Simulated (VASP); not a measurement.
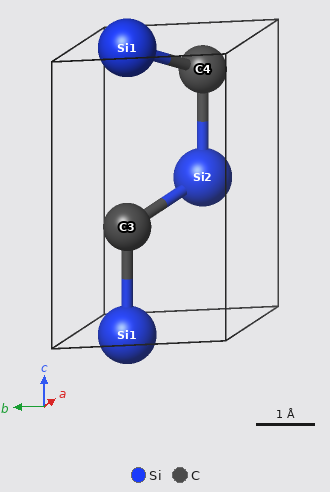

Figure 1. The input geometry of run 1 (ball-and-stick view of the cell of the calculation, seen at an oblique angle; atoms are numbered from 1 in the order of the input). Near neighbours in the crystal (not all of them lie inside the picture): Si has 4 C at 1.89 to 1.91 Å; C has 4 Si at 1.89 to 1.91 Å.

**Two runs on SiC**

System: SiC (P6₃mc, 4 atoms in the cell).
Method of run 1: DFT, PBEsol, plane waves, PAW (VASP 6.6.1).

The structure was built on a prototype by a generator. The geometry comes from this level: PBE. 

## INCAR, run 1
```
ENCUT = 600.000000
SIGMA = 0.020000
EDIFF = 1.00e-07
EDIFFG = -5.00e-03
GGA = PS
PREC = Accurate
IBRION = 2
ISIF = 3
ISMEAR = -1
NBANDS = 16
NELM = 120
NSW = 40
LASPH = .TRUE.
LCHARG = .FALSE.
LWAVE = .FALSE.
LREAL = .FALSE.
```

## KPOINTS, run 1
```
KPOINTS created by Atomic Simulation Environment
0
Gamma
12 12 4
0 0 0
```

## POSCAR, run 1
```
Si C
 1.0000000000000000
     3.0918273680621127    0.0000000000301718    0.0000000000000000
    -1.5459136840571859    2.6776010448426839   -0.0000000000000000
     0.0000000000000000    0.0000000000000000    5.0742733052383189
 Si  C
   2   2
Cartesian
 -0.0000000000174197  1.7850673632385132 -0.0020976691091829
  1.5459136840223464  0.8925336816343424  2.5350389835099767
 -0.0000000000174197  1.7850673632385132  1.9049501585735527
  1.5459136840223464  0.8925336816343424  4.4420868111927128
```

Command:
```bash
mpirun -np 1 vasp_std
```

Hardware: 1 CPU thread, shared host.

## OSZICAR and lines of OUTCAR (run 1)
```
N       E                     dE             d eps       ncg     rms          rms(c)
DAV:   1     0.285674580665E+02    0.28567E+02   -0.78371E+03  1824   0.101E+03
DAV:   2    -0.325253390780E+02   -0.61093E+02   -0.55687E+02  2656   0.166E+02
DAV:   3    -0.353203484408E+02   -0.27950E+01   -0.27830E+01  2432   0.325E+01
DAV:   4    -0.353411512899E+02   -0.20803E-01   -0.20801E-01  2184   0.345E+00
DAV:   5    -0.353413496201E+02   -0.19833E-03   -0.19833E-03  2432   0.320E-01    0.121E+01
DAV:   6    -0.319449337845E+02    0.33964E+01   -0.58839E+00  2320   0.148E+01    0.554E+00
DAV:   7    -0.318517052506E+02    0.93229E-01   -0.10089E+00  2552   0.583E+00    0.237E+00
[...]
       N       E                     dE             d eps       ncg     rms          rms(c)
DAV:   1    -0.318284867326E+02   -0.95712E-02   -0.96525E-02  2080   0.222E+00    0.401E-01
DAV:   2    -0.318263084720E+02    0.21783E-02   -0.35042E-03  2112   0.396E-01    0.193E-01
DAV:   3    -0.318257914915E+02    0.51698E-03   -0.91934E-04  2320   0.183E-01    0.393E-02
DAV:   4    -0.318257294693E+02    0.62022E-04   -0.82573E-05  2240   0.564E-02    0.146E-02
DAV:   5    -0.318257221412E+02    0.73281E-05   -0.85417E-06  2144   0.181E-02    0.151E-02
DAV:   6    -0.318257207318E+02    0.14094E-05   -0.71331E-07  2336   0.540E-03    0.233E-03
DAV:   7    -0.318257204940E+02    0.23787E-06   -0.55764E-07  2280   0.422E-03    0.112E-03
DAV:   8    -0.318257205224E+02   -0.28450E-07   -0.30485E-08   952   0.122E-03
   3 F= -.31825721E+02 E0= -.31825721E+02  d E =-.605060E-02
[... from OUTCAR:]
   NELECT =      16.0000    total number of electrons
 E-fermi :   8.5608
  free  energy   TOTEN  =       -31.8257205224 eV
  energy  without entropy=      -31.8257205224  energy(sigma->0) =      -31.82572052
```

For run 2 the input was changed thus:
```diff
-NELM = 120
+NELECT = 15.5
+ISYM = 0
+NELM = 85
-12 12 4
+4 4 4
```

How does run 2 compare with run 1?

The total energies belong to different systems, so their difference says nothing on which is more stable or more accurate. The volume per atom goes from 10.35 to 9.40 Å³. A charged cell is computed with a uniform neutralising background, so its energy and pressure depend on the cell and aren't those of a real crystal. The SCF takes 90 iterations against 29. The irreducible k-points go from 57 to 36.

## OSZICAR and lines of OUTCAR (run 2)
```
N       E                     dE             d eps       ncg     rms          rms(c)
DAV:   1     0.199321015026E+02    0.19932E+02   -0.70256E+03  1152   0.908E+02
DAV:   2    -0.356530642715E+02   -0.55585E+02   -0.51260E+02  1648   0.161E+02
DAV:   3    -0.380431563138E+02   -0.23901E+01   -0.23767E+01  1512   0.296E+01
DAV:   4    -0.380613010061E+02   -0.18145E-01   -0.18138E-01  1384   0.314E+00
DAV:   5    -0.380614776767E+02   -0.17667E-03   -0.17667E-03  1488   0.294E-01    0.113E+01
DAV:   6    -0.355900478422E+02    0.24714E+01   -0.40360E+00  1456   0.121E+01    0.530E+00
DAV:   7    -0.354874216448E+02    0.10263E+00   -0.84710E-01  1536   0.532E+00    0.216E+00
[...]
DAV:   3    -0.358483140499E+02    0.41909E-06   -0.75572E-06  1432   0.962E-03    0.552E-03
DAV:   4    -0.358483133608E+02    0.68908E-06   -0.25197E-06  1520   0.702E-03    0.112E-03
DAV:   5    -0.358483132770E+02    0.83832E-07   -0.15154E-07   728   0.250E-03
  11 F= -.35848313E+02 E0= -.35847522E+02  d E =-.186149E-06
       N       E                     dE             d eps       ncg     rms          rms(c)
DAV:   1    -0.358483160460E+02   -0.26851E-05   -0.47370E-05  1224   0.489E-02    0.725E-03
DAV:   2    -0.358483156697E+02    0.37624E-06   -0.16774E-06  1368   0.799E-03    0.408E-03
DAV:   3    -0.358483157325E+02   -0.62795E-07   -0.14770E-06  1488   0.485E-03    0.279E-03
DAV:   4    -0.358483156523E+02    0.80281E-07   -0.43412E-07  1208   0.352E-03
  12 F= -.35848316E+02 E0= -.35847525E+02  d E =-.256139E-05
[... from OUTCAR:]
   NELECT =      15.5000    total number of electrons
 E-fermi :   8.5872
  free  energy   TOTEN  =       -35.8483156523 eV
  energy  without entropy=      -35.8467346665  energy(sigma->0) =      -35.84752516
```

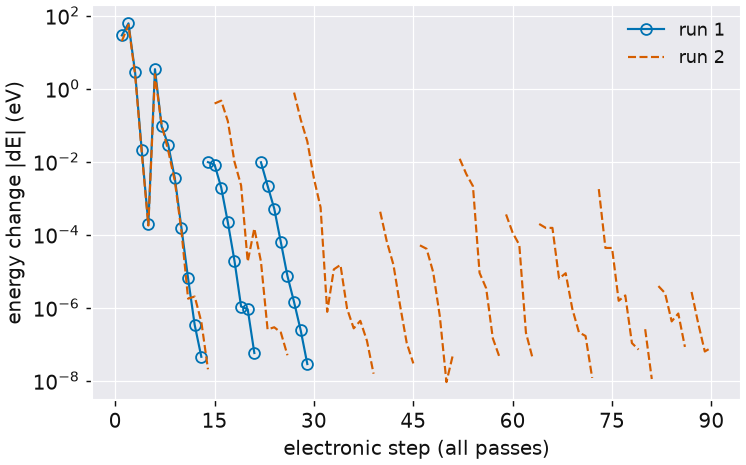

Figure 2. Convergence of the two runs: energy change |dE| against the electronic step. A break in a curve parts two SCF passes. Run 1 takes 29 steps in all, and run 2 takes 90.

## The two runs side by side

| quantity | run 1 | run 2 |
| --- | --- | --- |
| outcome | converged | converged |
| free energy per atom (eV) | −7.9564 | −8.9621 |
| pressure (GPa) | 0.00 | 0.02 |
| volume per atom (Å³) | 10.35 | 9.40 |
| largest force (eV/Å) | 0.002 | 0.003 |
| SCF iterations | 29 | 90 |
| irreducible k-points | 57 | 36 |

For run 2: These settings are looser than, or depart from, a standard set-up, so the numbers are not reference values for this system. The volume changed by more than 5 % on the plane waves of the start, so the result carries a basis error; a second relaxation from the end is advised.
